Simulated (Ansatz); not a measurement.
Ta₃N: geometry relaxation (part 1 of 2)

- system: Ta₃N (I4/mmm, 4 atoms in the cell)
- method: DFT r2SCAN, scalar-relativistic, plane waves, PAW, no spin polarisation (Ansatz 0.2.0)

The structure was built on a prototype by a generator; it need not be a known phase. It belongs to a series of runs on one base structure; here: TiAl3 (D0_22) type (I4/mmm, No. 139).

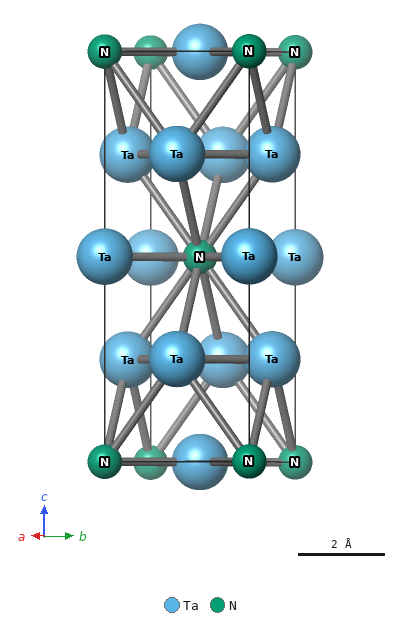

**Figure 1.** The structure as given in the input (ball-and-stick view of the cell 2 times as large as that of the calculation, set on its symmetry axes, seen at an oblique angle).

### Key numbers

```tsv
quantity	value
outcome	converged
space group (tolerance 0.01 Å)	I4/mmm (139)
electrons treated	44
free energy	−30214.0401 eV
Fermi energy	18.000 eV
gap on the k-point mesh	none (metallic)
pressure	0.00 GPa
final volume	60.78 Å³
largest force (length of the vector) at the end	under 0.001 eV/Å
final cell	a = 5.442 Å, b = 5.442 Å, c = 5.442 Å, α = 141.95°, β = 141.95°, γ = 54.90°
hardware	1 thread of Intel Xeon (Granite Rapids), 192 GiB of memory available, shared host
wall time	4.5 min
peak memory	1.3 GiB
```

### Notes

Spin–orbit coupling is left out, which matters for Ta.

### Input file
```yaml
crystal:
  lattice:
    - [-1.7785175598, 1.7785175598, 4.810449773]
    - [1.7785175598, -1.7785175598, 4.810449773]
    - [1.7785175598, 1.7785175598, -4.810449773]
  atoms:
    - { symbol: Ta, position: [0.5, 0.5, 0.0] }
    - { symbol: Ta, position: [0.25, 0.75, 0.5] }
    - { symbol: Ta, position: [0.75, 0.25, 0.5] }
    - { symbol: "N", position: [0.0, 0.0, 0.0] }
basis:
  ecutwfc: 500
kpoints:
  mp_grid: { grid: [18, 18, 18] }
hamiltonian:
  xc: r2scan
scf:
  occupations: { method: gaussian, width: 0.1 }
output:
  forces: true
  stress: true
  eigenvalues: true
  write_density: true
  write_potential: true
  elf: true
  volumetric_format: npy
relax:
  adjacent_minimum: "off"
  f_tol: 0.01
  max_steps: 80
  cell: { stress_tol: 0.05 }
```

Launch command:
```bash
ansatz run input.yaml --threads 1 --pin off --max-ram 2560MiB --backend cpu --events-out ev --progress --plain --runs-dir out
```

### What the program printed
```
Engine: ansatz 0.2.0, x86_64-unknown-linux-gnu
Pseudopotentials: kind: paw
Pseudopotential: Ta, paw, valence charge 13, recommended cutoff 500 eV (meta_gga), Ta.paw.azcp
Pseudopotential: N, paw, valence charge 5, recommended cutoff 500 eV (meta_gga), N.paw.azcp
Functional definition: r2SCAN
  parameter k0 = 0.174
  parameter k1 = 0.065
  parameter a1 = 4.9479
  exchange = r2scan_x(k0 = k0, k1 = k1, a1 = a1)
  correlation = r2scan_c
Crystal: 4 atoms, lattice volume = 60.864 Å³
Basis set: ecut = 500 eV, 1549 PW (Γ), exchange–correlation on 160×160×160 points (64 copies of the dense FFT grid, shifted against one another)
Bands: 27, of which v1, the nominal top of the filled ones, is band 22 counted from 1 (21 counted from 0)
Symmetry: 16 space group operations
Space group: I4/mmm (ITA 139), of the structure as read, at distance tolerance 3.9e-5 Å
k-points: 480 of 5832
Non-local potential: Ta, projectors of the file, l = 0: 3, l = 1: 2, l = 2: 2, l = 3: 1
Non-local potential: N, projectors of the file, l = 0: 2, l = 1: 2, l = 2: 1
PAW form: soft (Blöchl's): semilocal exchange-correlation on the pseudo side does not see the compensation charge
PAW frozen core: Ta, regenerated for the run's functional (the file was generated under x = pbe(κ = 0.804, μ = 0.2195149727645171), c = pbe(β = 0.06672455060314922))
PAW frozen core: N, regenerated for the run's functional (the file was generated under x = pbe(κ = 0.804, μ = 0.2195149727645171), c = pbe(β = 0.06672455060314922))
PAW one-centre angular grid: Ta, 590 points (default); XC on 160 Gauss nodes
PAW one-centre angular grid: N, 302 points (default); XC on 160 Gauss nodes
Initial density: superposition of atomic densities (neutral atoms: chi_scale 0, normalization atom), corrected by the library's trained network
Initial wavefunctions: pseudopotential atomic-orbital guess
Functional: x = r2scan, c = r2scan; τ floored in thin density (d = 2e-4 eV/Å³)
SCF iter   1: F=—  HF=-30213.975216 eV  |F-HF|=—  |Δ(HF+E_count)|=         —  Δρ=1.72e-2  dr2=2.62e-1  dr2_τ=8.61e-2  ethr=1.77e-3  ⟨swp⟩=5.5  Hψ=55518  notcnv=0
preconditioner: auto → Kerker (q_TF=auto, 2.585 Å⁻¹)  [metal: Δε(μ)=0.005 eV  Ē_g=6.195 eV  σ=0.100 eV  W_gap=0.03  n_scr=14 (ndim 8)  ℏωp=21.3 eV  f_vac=0.000  D(μ)=1.98/eV (n_scr^D=10)]
SCF iter   2: F=—  HF=-30214.034765 eV  |F-HF|=—  |Δ(HF+E_count)|=   5.95e-2  Δρ=7.39e-3  dr2=2.51e-2  dr2_τ=8.78e-3  ethr=5.96e-4  ⟨swp⟩=2.0  Hψ=19346  notcnv=0  defer=205
SCF iter   3: F=—  HF=-30214.037037 eV  |F-HF|=—  |Δ(HF+E_count)|=   2.27e-3  Δρ=4.39e-3  dr2=9.34e-3  dr2_τ=6.63e-4  ethr=5.71e-5  ⟨swp⟩=2.0  Hψ=15207  notcnv=0  defer=205
SCF iter   4: F=—  HF=-30214.038912 eV  |F-HF|=—  |Δ(HF+E_count)|=   1.88e-3  Δρ=9.03e-4  dr2=7.90e-4  dr2_τ=1.63e-4  ethr=2.12e-5  ⟨swp⟩=2.1  Hψ=18411  notcnv=0  defer=205
SCF iter   5: F=—  HF=-30214.039006 eV  |F-HF|=—  |Δ(HF+E_count)|=   9.39e-5  Δρ=4.30e-4  dr2=1.19e-4  dr2_τ=6.54e-6  ethr=1.80e-6  ⟨swp⟩=2.0  Hψ=17442  notcnv=0  defer=205
SCF iter   6: F=—  HF=-30214.039070 eV  |F-HF|=—  |Δ(HF+E_count)|=   6.42e-5  Δρ=1.11e-4  dr2=1.57e-5  dr2_τ=1.33e-6  ethr=2.70e-7  ⟨swp⟩=2.0  Hψ=21074  notcnv=0  defer=205
SCF iter   7: F=—  HF=-30214.039074 eV  |F-HF|=—  |Δ(HF+E_count)|=   3.91e-6  Δρ=2.74e-5  dr2=6.08e-7  dr2_τ=2.62e-8  ethr=3.58e-8  ⟨swp⟩=2.0  Hψ=17217  notcnv=0  defer=205
SCF iter   8: F=-30214.039074 eV  HF=-30214.039074 eV  |F-HF|=8.78e-9  |Δ(HF+E_count)|=   4.12e-7  Δρ=4.54e-6  dr2=9.47e-9  dr2_τ=3.36e-10  ethr=2.27e-10  ⟨swp⟩=12.2  Hψ=95218  notcnv=0
SCF 1 converged in 8 iterations: F = -30214.039074 eV  dr2 = 9.47e-9
  greatest PAW one-centre occupation: 0.998 electrons in one spin orbital (limit 2), on the Ta atom at site 2 (counted from 0), in its partial waves of l = 0
relax step   1: F+E_penalty+E_count = -30214.03907425 eV  Δ(F+E_penalty+E_count) = +0.000e0 eV  max|allowed force component| = 1.735e-18 eV/Å  Δτ_max = 0.0000 Å  P = -0.358 GPa  Ω = 60.864 Å³  (8 SCF iters, dr2 threshold 1.00e-7 eV, accepted)
Crystal: 4 atoms, lattice volume = 60.857 Å³
Initial density: handed on by an earlier stage of this run
Initial wavefunctions: those handed on with the density
iter 1 solved again at ethr=5.99e-6 eV; its pass at ethr=3.10e-3 eV (dr2=2.64e-3 eV) is discarded
SCF iter   1: F=—  HF=-30214.038835 eV  |F-HF|=—  |Δ(HF+E_count)|=         —  Δρ=1.47e-3  dr2=2.62e-3  dr2_τ=1.80e-3  ethr=5.99e-6  ⟨swp⟩=1.3  Hψ=71246  notcnv=0
preconditioner: auto → Kerker (q_TF=auto, 2.585 Å⁻¹)  [metal: Δε(μ)=0.003 eV  Ē_g=6.220 eV  σ=0.100 eV  W_gap=0.02  n_scr=14 (ndim 8)  ℏωp=21.3 eV  f_vac=0.000  D(μ)=1.93/eV (n_scr^D=10)]
SCF iter   2: F=—  HF=-30214.040022 eV  |F-HF|=—  |Δ(HF+E_count)|=   1.19e-3  Δρ=6.34e-4  dr2=2.78e-4  dr2_τ=5.28e-5  ethr=5.95e-6  ⟨swp⟩=2.2  Hψ=17759  notcnv=0
SCF iter   3: F=—  HF=-30214.040034 eV  |F-HF|=—  |Δ(HF+E_count)|=   1.16e-5  Δρ=2.87e-4  dr2=6.34e-5  dr2_τ=5.63e-6  ethr=6.32e-7  ⟨swp⟩=1.7  Hψ=13738  notcnv=0
SCF iter   4: F=—  HF=-30214.040029 eV  |F-HF|=—  |Δ(HF+E_count)|=   4.70e-6  Δρ=1.19e-4  dr2=1.09e-5  dr2_τ=1.78e-6  ethr=1.44e-7  ⟨swp⟩=2.0  Hψ=16885  notcnv=0
SCF iter   5: F=—  HF=-30214.040028 eV  |F-HF|=—  |Δ(HF+E_count)|=   1.05e-6  Δρ=4.02e-5  dr2=5.93e-7  dr2_τ=2.93e-8  ethr=2.48e-8  ⟨swp⟩=2.1  Hψ=16662  notcnv=0
SCF iter   6: F=-30214.040028 eV  HF=-30214.040028 eV  |F-HF|=5.15e-8  |Δ(HF+E_count)|=   1.23e-7  Δρ=8.44e-6  dr2=8.58e-8  dr2_τ=4.99e-9  ethr=9.09e-10  ⟨swp⟩=10.3  Hψ=94122  notcnv=0
SCF 2 converged in 6 iterations: F = -30214.040028 eV  dr2 = 8.58e-8
relax step   2: F+E_penalty+E_count = -30214.04002818 eV  Δ(F+E_penalty+E_count) = -9.539e-4 eV  max|allowed force component| = 7.373e-18 eV/Å  Δτ_max = 0.0000 Å  P = -0.209 GPa  Ω = 60.857 Å³  energy of the carried Pulay correction = -2.690e-6 eV  (6 SCF iters, dr2 threshold 4.00e-7 eV, accepted)
Crystal: 4 atoms, lattice volume = 60.678 Å³
iter 1 solved again at ethr=1.30e-6 eV; its pass at ethr=3.10e-3 eV (dr2=5.73e-4 eV) is discarded
SCF iter   1: F=—  HF=-30214.039565 eV  |F-HF|=—  |Δ(HF+E_count)|=         —  Δρ=6.25e-4  dr2=5.82e-4  dr2_τ=4.08e-4  ethr=1.30e-6  ⟨swp⟩=2.0  Hψ=69019  notcnv=0
preconditioner: auto → Kerker (q_TF=auto, 2.586 Å⁻¹)  [metal: Δε(μ)=0.005 eV  Ē_g=6.232 eV  σ=0.100 eV  W_gap=0.03  n_scr=14 (ndim 8)  ℏωp=21.3 eV  f_vac=0.000  D(μ)=1.89/eV (n_scr^D=10)]
SCF iter   2: F=—  HF=-30214.040070 eV  |F-HF|=—  |Δ(HF+E_count)|=   5.04e-4  Δρ=3.24e-4  dr2=5.79e-5  dr2_τ=2.52e-5  ethr=1.30e-6  ⟨swp⟩=2.1  Hψ=17091  notcnv=0
SCF iter   3: F=—  HF=-30214.040067 eV  |F-HF|=—  |Δ(HF+E_count)|=   3.11e-6  Δρ=1.56e-4  dr2=2.45e-5  dr2_τ=5.41e-7  ethr=1.32e-7  ⟨swp⟩=2.0  Hψ=15520  notcnv=0
SCF iter   4: F=—  HF=-30214.040064 eV  |F-HF|=—  |Δ(HF+E_count)|=   2.21e-6  Δρ=6.02e-5  dr2=5.92e-6  dr2_τ=3.11e-7  ethr=5.56e-8  ⟨swp⟩=2.5  Hψ=17230  notcnv=0
SCF iter   5: F=—  HF=-30214.040064 eV  |F-HF|=—  |Δ(HF+E_count)|=   7.62e-7  Δρ=1.68e-5  dr2=3.47e-7  dr2_τ=2.37e-8  ethr=1.34e-8  ⟨swp⟩=2.0  Hψ=16681  notcnv=0
SCF iter   6: F=-30214.040064 eV  HF=-30214.040064 eV  |F-HF|=5.88e-9  |Δ(HF+E_count)|=   2.15e-9  Δρ=5.89e-6  dr2=1.74e-8  dr2_τ=1.38e-9  ethr=6.05e-10  ⟨swp⟩=9.4  Hψ=81276  notcnv=0
the search or the solves at the SCF's close seem to have found levels that the self-consistency loop had missed (the run counts 1). By its estimate they hold under 1e-12 electrons; where the run keeps them, the occupations were computed again with them
SCF 3 converged in 6 iterations: F = -30214.040064 eV  dr2 = 1.74e-8
relax step   3: F+E_penalty+E_count = -30214.04006372 eV  Δ(F+E_penalty+E_count) = -3.554e-5 eV  max|allowed force component| = 3.903e-18 eV/Å  Δτ_max = 0.0000 Å  P = +0.331 GPa  Ω = 60.678 Å³  energy of the carried Pulay correction = +6.693e-5 eV  (6 SCF iters, dr2 threshold 2.66e-7 eV, rejected (line search))
Crystal: 4 atoms, lattice volume = 60.792 Å³
iter 1 solved again at ethr=5.63e-7 eV; its pass at ethr=3.10e-3 eV (dr2=2.48e-4 eV) is discarded
SCF iter   1: F=—  HF=-30214.039941 eV  |F-HF|=—  |Δ(HF+E_count)|=         —  Δρ=3.90e-4  dr2=2.51e-4  dr2_τ=1.54e-4  ethr=5.63e-7  ⟨swp⟩=2.0  Hψ=67586  notcnv=0
preconditioner: auto → Kerker (q_TF=auto, 2.585 Å⁻¹)  [metal: Δε(μ)=0.002 eV  Ē_g=6.222 eV  σ=0.100 eV  W_gap=0.01  n_scr=14 (ndim 8)  ℏωp=21.3 eV  f_vac=0.000  D(μ)=1.90/eV (n_scr^D=10)]
SCF iter   2: F=—  HF=-30214.040130 eV  |F-HF|=—  |Δ(HF+E_count)|=   1.89e-4  Δρ=1.96e-4  dr2=2.33e-5  dr2_τ=1.02e-5  ethr=5.63e-7  ⟨swp⟩=2.1  Hψ=16775  notcnv=0
SCF iter   3: F=—  HF=-30214.040127 eV  |F-HF|=—  |Δ(HF+E_count)|=   2.78e-6  Δρ=8.96e-5  dr2=9.63e-6  dr2_τ=2.57e-7  ethr=5.30e-8  ⟨swp⟩=2.0  Hψ=15593  notcnv=0
SCF iter   4: F=—  HF=-30214.040126 eV  |F-HF|=—  |Δ(HF+E_count)|=   6.08e-7  Δρ=4.49e-5  dr2=3.38e-6  dr2_τ=1.51e-7  ethr=2.19e-8  ⟨swp⟩=1.9  Hψ=14617  notcnv=0
SCF iter   5: F=—  HF=-30214.040127 eV  |F-HF|=—  |Δ(HF+E_count)|=   1.87e-7  Δρ=1.06e-5  dr2=1.82e-7  dr2_τ=9.68e-9  ethr=7.68e-9  ⟨swp⟩=2.0  Hψ=16489  notcnv=0
SCF iter   6: F=—  HF=-30214.040127 eV  |F-HF|=—  |Δ(HF+E_count)|=   8.13e-9  Δρ=3.38e-6  dr2=6.67e-9  dr2_τ=5.68e-10  ethr=4.15e-10  ⟨swp⟩=2.1  Hψ=16977  notcnv=0
SCF iter   7: F=—  HF=-30214.040127 eV  |F-HF|=—  |Δ(HF+E_count)|=   3.63e-9  Δρ=6.42e-7  dr2=2.82e-10  dr2_τ=3.19e-11  ethr=1.52e-11  ⟨swp⟩=2.0  Hψ=17834  notcnv=0
SCF iter   8: F=-30214.040127 eV  HF=-30214.040127 eV  |F-HF|=7.28e-12  |Δ(HF+E_count)|=  2.26e-10  Δρ=1.58e-7  dr2=1.50e-11  dr2_τ=1.12e-12  ethr=1.00e-12  ⟨swp⟩=6.8  Hψ=62519  notcnv=0
SCF 4 converged in 8 iterations: F = -30214.040127 eV  dr2 = 1.50e-11
relax step   4: F+E_penalty+E_count = -30214.04012668 eV  Δ(F+E_penalty+E_count) = -9.850e-5 eV  max|allowed force component| = 7.589e-18 eV/Å  Δτ_max = 0.0000 Å  P = -0.021 GPa  Ω = 60.792 Å³  energy of the carried Pulay correction = +2.277e-5 eV  (8 SCF iters, accepted)
Crystal: 4 atoms, lattice volume = 60.784 Å³
iter 1 solved again at ethr=6.35e-9 eV; its pass at ethr=3.10e-3 eV (dr2=2.79e-6 eV) is discarded
SCF iter   1: F=—  HF=-30214.040129 eV  |F-HF|=—  |Δ(HF+E_count)|=         —  Δρ=5.83e-5  dr2=3.13e-6  dr2_τ=3.26e-6  ethr=6.35e-9  ⟨swp⟩=2.0  Hψ=69698  notcnv=0
preconditioner: auto → Kerker (q_TF=auto, 2.585 Å⁻¹)  [metal: Δε(μ)=0.001 eV  Ē_g=6.223 eV  σ=0.100 eV  W_gap=0.01  n_scr=14 (ndim 8)  ℏωp=21.3 eV  f_vac=0.000  D(μ)=1.90/eV (n_scr^D=10)]
SCF iter   2: F=—  HF=-30214.040132 eV  |F-HF|=—  |Δ(HF+E_count)|=   3.17e-6  Δρ=2.92e-5  dr2=4.19e-7  dr2_τ=1.14e-7  ethr=6.35e-9  ⟨swp⟩=2.0  Hψ=20126  notcnv=0
SCF iter   3: F=—  HF=-30214.040132 eV  |F-HF|=—  |Δ(HF+E_count)|=   9.11e-9  Δρ=1.51e-5  dr2=1.46e-7  dr2_τ=6.53e-9  ethr=9.53e-10  ⟨swp⟩=2.0  Hψ=14680  notcnv=0
SCF iter   4: F=—  HF=-30214.040132 eV  |F-HF|=—  |Δ(HF+E_count)|=   7.26e-9  Δρ=3.57e-6  dr2=1.08e-8  dr2_τ=1.74e-9  ethr=3.32e-10  ⟨swp⟩=2.3  Hψ=16934  notcnv=0
SCF iter   5: F=-30214.040132 eV  HF=-30214.040132 eV  |F-HF|=2.18e-11  |Δ(HF+E_count)|=  1.46e-11  Δρ=1.16e-6  dr2=6.47e-10  dr2_τ=4.07e-11  ethr=1.54e-11  ⟨swp⟩=7.6  Hψ=71981  notcnv=0
SCF 5 converged in 5 iterations: F = -30214.040132 eV  dr2 = 6.47e-10
relax step   5: F+E_penalty+E_count = -30214.04013229 eV  Δ(F+E_penalty+E_count) = -5.614e-6 eV  max|allowed force component| = 3.469e-18 eV/Å  Δτ_max = 0.0000 Å  P = -0.000 GPa  Ω = 60.784 Å³  energy of the carried Pulay correction = +2.610e-5 eV  (5 SCF iters, dr2 threshold 6.77e-9 eV, accepted)
Initial wavefunctions: pseudopotential atomic-orbital guess (no wavefunctions were taken with the density)
iter 1 solved again at ethr=8.02e-9 eV; its pass at ethr=3.10e-3 eV (dr2=3.53e-6 eV) is discarded
```
